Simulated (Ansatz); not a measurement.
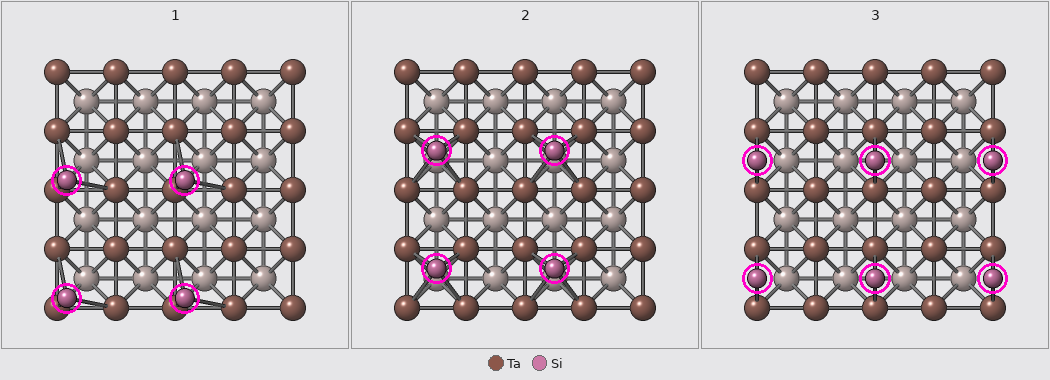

Si on a Ta(100) slab cut from the Fm-3m phase, its upper half relaxed before the scan (12 atoms of substrate and one adsorbate in a 2 × 2 cell). Si is moved over the surface cell; relaxed at each place: the height of the adsorbate's atoms; substrate rigid; the origin of the map has the adsorbate above Ta9. Places are given modulo a cell vector. The map is drawn in real space over the plane of the surface. The scan uses a 6 × 6 grid; 10 points were computed and 26 follow by symmetry. Places are given in fractions of the 1 × 1 surface cell. Energies: eV, counted from the lowest grid point. Method: DFT PBE, scalar-relativistic, plane waves, PAW (Ansatz 0.2.0). Settings: cutoff 420 eV, k-mesh 5×5×1, gaussian smearing 0.1 eV, no spin polarisation.

The numbered pictures are structures from this grid. Rings mark the moved atoms.

> Rank them by energy, lowest first.

2, at (3/6, 4/6) of the cell vectors [nearest 2 Ta at 2.46 Å]: 0.69 eV; 3, at a bridge site between two Ta atoms, (0/6, 3/6) of the cell vectors: 1.60 eV; 1, at (1/6, 1/6) of the cell vectors [nearest 1 Ta at 2.44 Å]: 2.22 eV.

The map, with the structures marked:

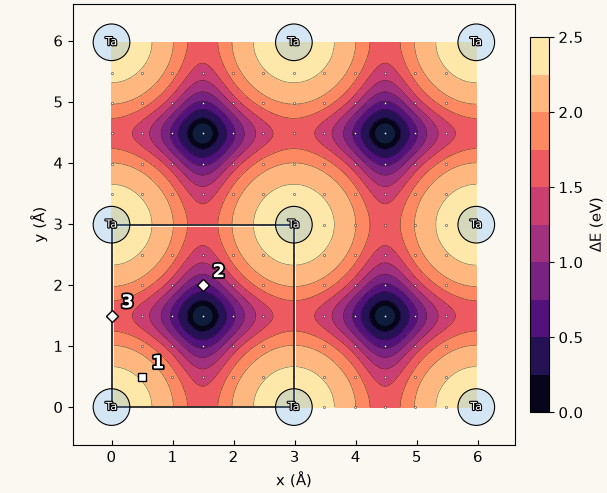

Drawn: filled contours, dots at the grid points, labelled circles for the atoms of the top layer and small ones for the second layer, the outline of one cell of the 2 × 2 shown. Between grid points the surface is interpolated.

PAW datasets: the set soft_1.
